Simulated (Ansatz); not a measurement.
**TaN: a changed input and its effect**

System: TaN (P-6m2, 2 atoms in the cell).
Method of the first run: DFT PBE, scalar-relativistic, plane waves, PAW, no spin polarisation (Ansatz 0.2.0).

The structure derives from an entry of the Crystallography Open Database. Text and figures count atoms from 1; the logs count them from 0 in places.

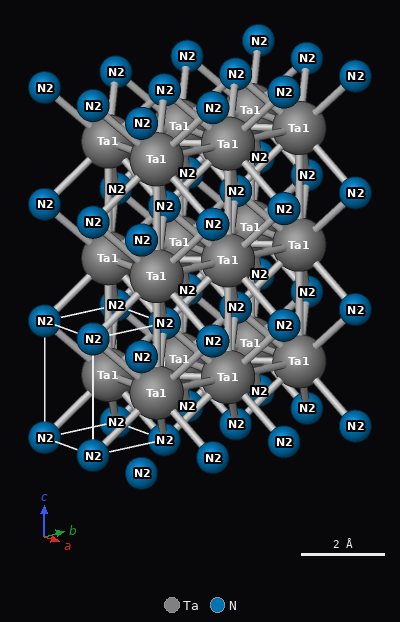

**Figure 1.** The input geometry (ball-and-stick view of the cell of the calculation, repeated 2 × 3 × 3, seen slightly off an axis; atoms are numbered from 1 in the order of the input).

**Input file, the first run**
```yaml
crystal:
  lattice:
    - [2.938, 0.0, 0.0]
    - [-1.469, 2.5443826363, 0.0]
    - [0.0, 0.0, 2.883]
  atoms:
    - { symbol: Ta, position: [0.3333333333, 0.6666666667, 0.5] }
    - { symbol: "N", position: [0.0, 0.0, 0.0] }
basis:
  ecutwfc: 420
kpoints:
  mp_grid: { grid: [18, 18, 14] }
hamiltonian:
  xc: pbe
scf:
  occupations: { method: gaussian, width: 0.1 }
output:
  forces: true
  stress: true
  eigenvalues: true
  populations: true
```

Launched with:
```bash
ansatz run input.yaml --threads 1 --pin off --max-ram 2560MiB --backend cpu --events-out ev --progress --plain --runs-dir out
```

Hardware: 1 thread of Arm Neoverse V1, 24 GiB of memory available, shared host.

**Output, shortened to warnings, some set-up lines, iterations and results (the first run)**
```
Basis set: ecut = 420 eV, 405 PW (Γ), exchange–correlation on 40×40×40 points (8 copies of the dense FFT grid, shifted against one another)
Symmetry: 12 space group operations
k-points: 296 of 4536 (time reversal used)
Initial density: superposition of atomic densities (neutral atoms: chi_scale 0, normalization atom), corrected by the library's trained network
[...]
SCF iter   1: F=—  HF=-10318.523326 eV  |F-HF|=—  |Δ(HF+E_count)|=         —  Δρ=7.95e-3  dr2=5.99e-3  ethr=1.77e-3  ⟨swp⟩=5.6  Hψ=19139  notcnv=0
SCF iter   2: F=—  HF=-10318.524900 eV  |F-HF|=—  |Δ(HF+E_count)|=   1.57e-3  Δρ=4.91e-3  dr2=2.96e-3  ethr=3.33e-5  ⟨swp⟩=2.0  Hψ=7058  notcnv=0
SCF iter   3: F=—  HF=-10318.525214 eV  |F-HF|=—  |Δ(HF+E_count)|=   3.14e-4  Δρ=8.09e-4  dr2=5.23e-5  ethr=1.64e-5  ⟨swp⟩=2.4  Hψ=5798  notcnv=0
SCF iter   4: F=—  HF=-10318.525214 eV  |F-HF|=—  |Δ(HF+E_count)|=   2.10e-7  Δρ=1.22e-4  dr2=1.96e-6  ethr=2.91e-7  ⟨swp⟩=2.0  Hψ=6439  notcnv=0
SCF iter   5: F=-10318.525214 eV  HF=-10318.525214 eV  |F-HF|=3.66e-8  |Δ(HF+E_count)|=   2.92e-7  Δρ=2.04e-5  dr2=8.41e-8  ethr=1.09e-8  ⟨swp⟩=2.2  Hψ=5358  notcnv=0
SCF iter   6: F=-10318.525214 eV  HF=-10318.525214 eV  |F-HF|=3.64e-10  |Δ(HF+E_count)|=  1.60e-10  Δρ=4.63e-6  dr2=2.34e-9  ethr=4.67e-10  ⟨swp⟩=3.0  Hψ=14381  notcnv=0
SCF 1 converged in 6 iterations: F = -10318.525214 eV  dr2 = 2.34e-9
SCF converged after 6 iterations
Free energy (F): -10318.525214 eV
Harris-Foulkes:  -10318.525214 eV  (|F-HF|=3.64e-10)
Internal energy: -10318.524962 eV  (E = F + TS)
E sigma→0 (E₀):  -10318.525088 eV
Entropy (-TS):   -0.000251 eV (-0.126 meV/atom)
Fermi energy:    20.242288 eV
--- Per-component energies (eV) ---
  E_band       = -52.010763
  E_kinetic    = 499.832613
  E_local      = -603.132805  (includes V_loc(G=0)·N_el)
  E_nonlocal   = 59.778410
  E_hartree    = 203.437698
  E_xc         = -280.131126
  E_vxc        = -282.611099  (∫ρ·V_xc dr)
  E_paw        = -8524.286831  (= ΣΔE_a)
  E_vpaw       = -132.752474  (= ΣTr[D̂ρ^β])
  E_aug_tail   = 0.000201  (compensation charges beyond the density's cutoff)
  E_ewald      = -1674.023123
  E_smearing   = -0.000251  (= −TS)
  E_closure    = 0.000000  (closes the sum)
  Σ components = -10318.525214   (vs F -10318.525214, Δ=0.00e0)
--- Forces (eV/Å), atoms counted from 1 ---
  atom   1  Ta     0.00000000     0.00000000     0.00000000
  atom   2  N      0.00000000     0.00000000     0.00000000
  max |Σ_I F_I| component: 5.55e-16 eV/Å
--- Stress (GPa, compression-positive) ---
        4.303785       0.000000       0.000000
       -0.000000       4.303785       0.000000
        0.000000       0.000000       5.450833
  P = ⅓ Tr σ = 4.6861 GPa (46.861 kbar)
--- Löwdin populations: 2 sites ---
  site symbol       q [e]
     0     Ta     12.2279
     1      N      5.6844
  spilling = 0.004869 (of n_electrons = 18.000000)
```

For the second run the input was changed thus:
```diff
-  mp_grid: { grid: [18, 18, 14] }
+  mp_grid: { grid: [9, 9, 6] }
-  populations: true
```

Predict how the results change.

The free energy of the second run is 0.6 meV per atom lower, which measures how much it depends on this numerical setting. The number of SCF iterations is the same. The irreducible k-points go from 296 to 48.

**Output, shortened to warnings, some set-up lines, iterations and results (the second run)**
```
Basis set: ecut = 420 eV, 405 PW (Γ), exchange–correlation on 40×40×40 points (8 copies of the dense FFT grid, shifted against one another)
Symmetry: 12 space group operations
k-points: 48 of 486 (time reversal used)
Initial density: superposition of atomic densities (neutral atoms: chi_scale 0, normalization atom), corrected by the library's trained network
[...]
SCF iter   1: F=—  HF=-10318.524581 eV  |F-HF|=—  |Δ(HF+E_count)|=         —  Δρ=7.83e-3  dr2=5.83e-3  ethr=1.77e-3  ⟨swp⟩=5.5  Hψ=3100  notcnv=0
SCF iter   2: F=—  HF=-10318.525938 eV  |F-HF|=—  |Δ(HF+E_count)|=   1.36e-3  Δρ=3.88e-3  dr2=1.28e-3  ethr=3.24e-5  ⟨swp⟩=1.9  Hψ=1143  notcnv=0
SCF iter   3: F=—  HF=-10318.526483 eV  |F-HF|=—  |Δ(HF+E_count)|=   5.45e-4  Δρ=3.01e-4  dr2=1.18e-5  ethr=7.10e-6  ⟨swp⟩=2.5  Hψ=958  notcnv=0
SCF iter   4: F=—  HF=-10318.526488 eV  |F-HF|=—  |Δ(HF+E_count)|=   5.18e-6  Δρ=6.95e-5  dr2=3.02e-7  ethr=6.54e-8  ⟨swp⟩=2.0  Hψ=1051  notcnv=0
SCF iter   5: F=-10318.526489 eV  HF=-10318.526489 eV  |F-HF|=2.66e-8  |Δ(HF+E_count)|=   3.96e-7  Δρ=1.62e-5  dr2=1.47e-8  ethr=1.68e-9  ⟨swp⟩=2.1  Hψ=843  notcnv=0
SCF iter   6: F=-10318.526489 eV  HF=-10318.526489 eV  |F-HF|=2.38e-10  |Δ(HF+E_count)|=   2.89e-8  Δρ=1.88e-6  dr2=3.23e-10  ethr=8.18e-11  ⟨swp⟩=2.0  Hψ=2106  notcnv=0
SCF 1 converged in 6 iterations: F = -10318.526489 eV  dr2 = 3.23e-10
SCF converged after 6 iterations
Free energy (F): -10318.526489 eV
Harris-Foulkes:  -10318.526489 eV  (|F-HF|=2.38e-10)
Internal energy: -10318.525894 eV  (E = F + TS)
E sigma→0 (E₀):  -10318.526191 eV
Entropy (-TS):   -0.000595 eV (-0.298 meV/atom)
Fermi energy:    20.443769 eV
--- Per-component energies (eV) ---
  E_band       = -52.011990
  E_kinetic    = 499.828911
  E_local      = -603.130492  (includes V_loc(G=0)·N_el)
  E_nonlocal   = 59.779504
  E_hartree    = 203.436677
  E_xc         = -280.131273
  E_vxc        = -282.611368  (∫ρ·V_xc dr)
  E_paw        = -8524.286298  (= ΣΔE_a)
  E_vpaw       = -132.751961  (= ΣTr[D̂ρ^β])
  E_aug_tail   = 0.000201  (compensation charges beyond the density's cutoff)
  E_ewald      = -1674.023123
  E_smearing   = -0.000595  (= −TS)
  E_closure    = 0.000000  (closes the sum)
  Σ components = -10318.526489   (vs F -10318.526489, Δ=0.00e0)
--- Forces (eV/Å), atoms counted from 1 ---
  atom   1  Ta     0.00000000     0.00000000     0.00000000
  atom   2  N     -0.00000000     0.00000000     0.00000000
  max |Σ_I F_I| component: 6.66e-16 eV/Å
--- Stress (GPa, compression-positive) ---
        4.512211       0.000000       0.000000
        0.000000       4.512211       0.000000
        0.000000       0.000000       5.034228
  P = ⅓ Tr σ = 4.6862 GPa (46.862 kbar)
```

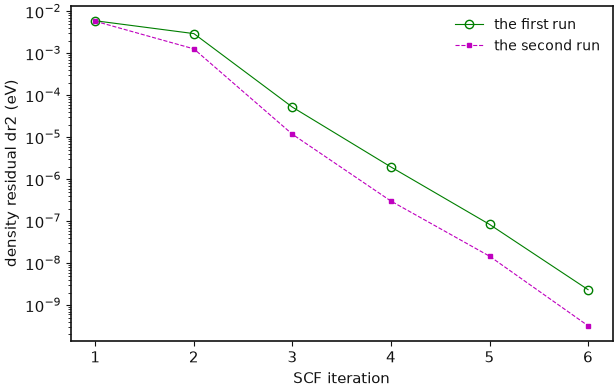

**Figure 2.** Convergence of the two runs: density residual dr2 against the SCF iteration. The first run takes 6 iterations in all, and the second run takes 6.

**The two runs side by side**

```tsv
quantity	the first run	the second run
outcome	converged	converged
free energy per atom (eV)	−5159.2626	−5159.2632
gap on the mesh (eV)	0.00	0.00
pressure (GPa)	4.69	4.69
largest force (eV/Å)	0.000	0.000
SCF iterations	6	6
irreducible k-points	296	48
plane waves at Γ	405	405
wall time (shared host)	10 s	1.5 s
```

For both runs: Spin–orbit coupling is left out, which matters for Ta.
